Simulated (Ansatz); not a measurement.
**Bi2Se3: densities and their changes**

Space group R-3m.

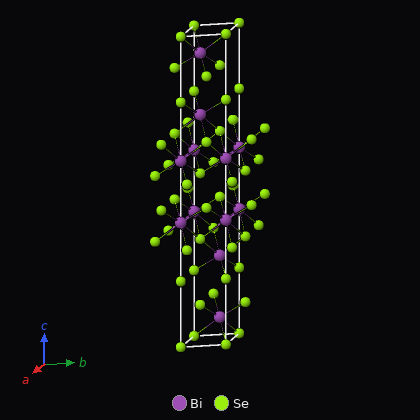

The conventional cell.

Input file:

```
crystal:
  lattice:
    - [-2.0715, 3.5879432479, 0.0]
    - [-4.143, 0.0, 0.0]
    - [-2.0715, 1.1959810826, 9.5453333333]
  atoms:
    - { symbol: Bi, position: [0.5992, 0.5992, 0.2024] }
    - { symbol: Bi, position: [0.4008, 0.4008, 0.7976] }
    - { symbol: Se, position: [0.0, 0.0, 0.0] }
    - { symbol: Se, position: [0.7883, 0.7883, 0.6351] }
    - { symbol: Se, position: [0.2117, 0.2117, 0.3649] }
basis:
  ecutwfc: 500
  fft_grid_basis: typed
kpoints:
  mp_grid: { grid: [9, 9, 8] }
hamiltonian:
  xc: r2scan
  pseudopotentials: { kind: paw }
scf:
  occupations: { method: gaussian, width: 0.05 }
output:
  forces: true
  stress: true
  eigenvalues: true
  bader: true
  write_density: true
  volumetric_format: npy
  elf: true
```

Run with:

```sh
ansatz run input.yaml --threads 2 --pin off --max-ram 4096MiB --backend cpu --events-out ev --progress --plain --runs-dir out
```

The picture shows the conventional cell (a = 4.14 Å, b = 4.14 Å, c = 28.64 Å, α = 90.00°, β = 90.00°, γ = 120.00°).

Theory: DFT r2SCAN, scalar-relativistic, plane waves, PAW in Ansatz 0.2.0.

Core electrons are frozen (PAW), so the maps are meaningful between the atoms, not at the nuclei.

### 1. Bonding charge

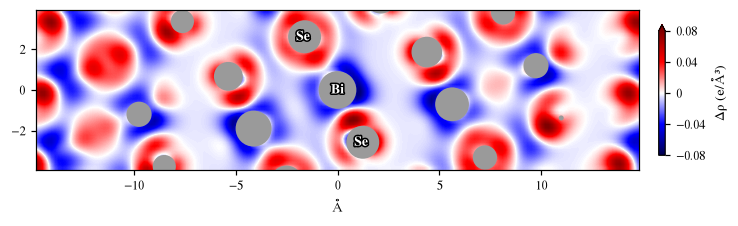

Bonding charge density, ρ(crystal) − Σ ρ(neutral atoms): a map on the (111) plane of the conventional cell, with grey discs over the atomic cores. Cores are masked to 0.9 Å (Bi) and 0.8 Å (Se).

Question: Read the map: where is density gained and where lost?

Answer: Bi–Se (2.85 Å): Δρ is +0.06 e/Å³ at the midpoint.
Over the whole cell, outside the masked cores, the largest gain, 0.08 e/Å³, lies 1.1 Å from a selenium nucleus and 1.7 Å from a bismuth one, and the largest loss lies at the edge of the masked core of Bi.
In all about 0.22 e an atom is rearranged against the free atoms.
Bader charges: Bi +1.10 and Se −0.90 to −0.65 e.

### 2. States by energy

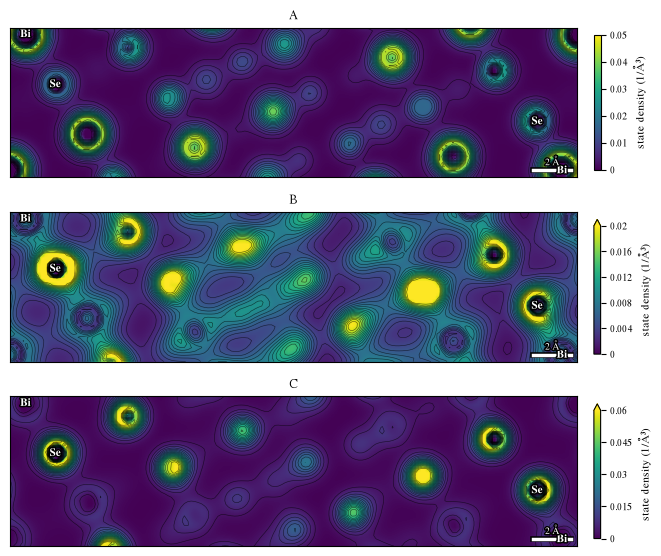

Bi2Se3: densities of the states in three energy windows, on the (111) plane of the conventional cell.

Question: Match the panels to the energy ranges (zero at the valence-band maximum): −15.1 to −12.7 eV, −11.3 to −8.5 eV and −5.6 to −3.7 eV.

Answer: Panel A: −11.3 to −8.5 eV, a separate group of bands, mainly Bi 6s (65 %), Se 4s (20 %) and Se 4p (10 %).
Panel B: −5.6 to −3.7 eV, the lower third of the upper valence band, mainly Se 4p (60 %) and Bi 6p (35 %).
Panel C: −15.1 to −12.7 eV, a separate group of bands (semicore or deep states), mainly Se 4s (75 %), Bi 6s (15 %) and Bi 6p (10 %).
The characters are Löwdin shares on a minimal set of atomic orbitals.

### 3. Holes and electrons

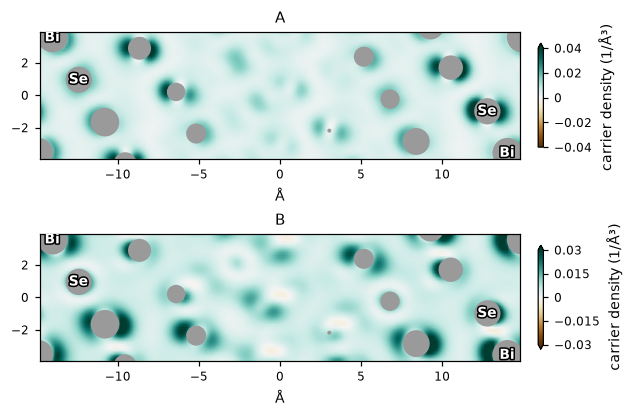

Bi2Se3, doped once with holes and once with electrons (0.2 e in the calculation's cell of 5 atoms, uniform background, atoms fixed). Each panel shows the carrier's density (positive where it sits) on the (111) plane of the conventional cell; grey discs cover the cores. Cores are masked to 0.9 Å (Bi) and 0.8 Å (Se).

Question: Tell the hole from the electron.

Answer: A is the hole: outside the cores it is densest 0.9 Å from a selenium nucleus; it divides as Se about 70 % and Bi about 30 %. B is the electron: outside the cores it is densest at the edge of the masked cores of Bi and Se; it divides as Se about 55 % and Bi about 45 %. Shares are sums over atomic cells sized by the Bader volumes, which fill 35 % (Bi) and 65 % (Se) of the cell, so only an excess over these marks a preference; they are shares of the net change, screening included, and the band-edge orbitals themselves can be more concentrated.

### 4. Moving an atom

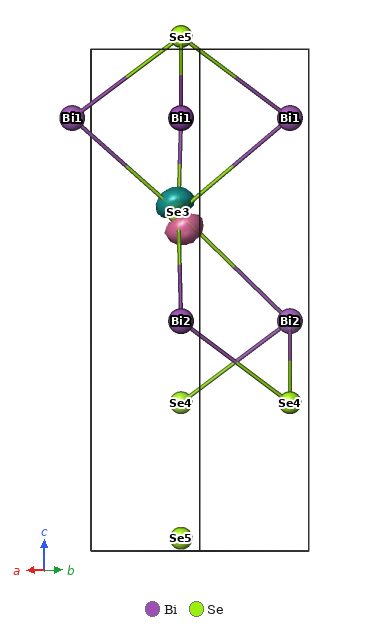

Bi2Se3: one atom of the 5-atom cell (and its periodic copies) was moved a little. Density after less density before, teal at +4 and pink at −4 e/Å³, seen along [110]; cell a = 4.14 Å, b = 4.14 Å, c = 9.84 Å, α = 77.85°, β = 77.85°, γ = 60.00°. The lobes lie largely inside the PAW sphere, where the density is a smoothed one.

Question: Which atom moved, and which way?

Answer: Se3 moved towards the teal lobe, upwards in the picture. In the run the shift was 0.15 Å roughly along [0 −1 1] in the axes of the cell drawn.

Question: What restoring force does the calculation give for this move?

Answer: The force on it changes by 0.77 eV/Å along the move, against it: a stiffness of about 5.1 eV/Å² for this sublattice shift.

### 5. Change of volume

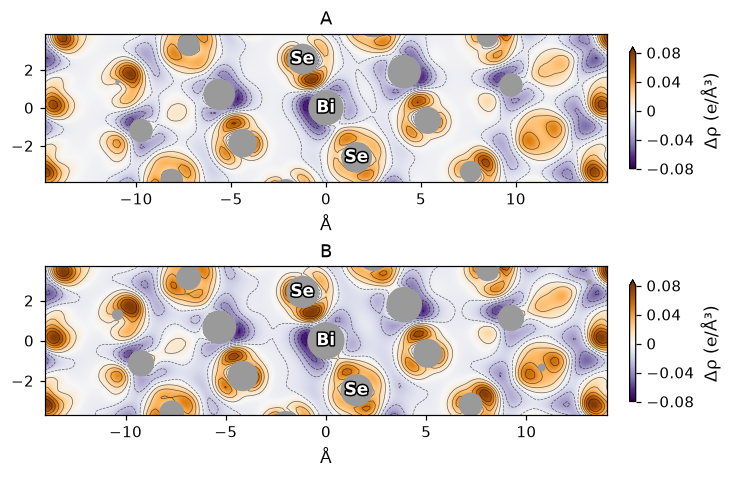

Bi2Se3: deformation density on the (111) plane of the conventional cell at two volumes, with the same fractional coordinates and one colour scale. Grey discs cover the cores.

Question: How do the two volumes compare, and how does the bonding charge respond?

Answer: A is the larger cell: B has 85 % of the volume of A.
- From A to B, Bi–Se goes from 2.85 to 2.70 Å, and Δρ at its midpoint from +0.06 to +0.07 e/Å³.
- The pressure is 1 GPa in A and 17 GPa in B.
- Bader charges in A: Bi +1.10 and Se −0.90 to −0.65 e; in B: Bi +1.11 and Se −0.89 to −0.66 e.
- The rearranged charge is 0.22 e an atom in A and 0.22 e in B.
- The scaled cell isn't relaxed: forces reach 1.5 eV/Å.

### 6. Putting it together

Charge passes from Bi (Pauling electronegativity 2.02) to Se (2.55), the direction that the scale predicts; the Bader charges fall short of whole formal charges, as they usually do. The electron favours Bi (45 % of it on 35 % of the volume), in line with the bottom of the conduction band, which is mainly Bi 6p. A carrier enters the states at the band edge, and screening then spreads part of it over the cell. The two pressures give a mean stiffness −ΔP/Δln V of about 98 GPa over this range, with the atoms held at their fractional positions.
